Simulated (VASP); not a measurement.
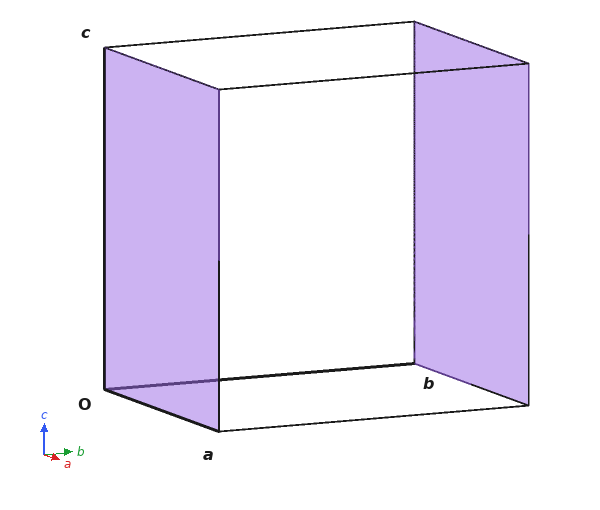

Crystal: Fe, a cell listed in the Materials Project, as set up for an electronic-structure calculation. Every member of one family of equally spaced planes, hx + ky + lz = a whole number, that cuts the unit cell is shaded (one member passes through the origin O). All values are computed from the atomic coordinates in the standard setting (tolerance 0.002 Å).

a = 2.997 Å, b = 3.883 Å, c = 3.930 Å, α = 90.00°, β = 90.00°, γ = 90.00°.

Which (hkl) family is drawn?

(0 1 0); the opposite sign names the same planes. The member next to the origin meets the axes a never, b at 1, c never.

What is the spacing?

d = 3.883 Å.
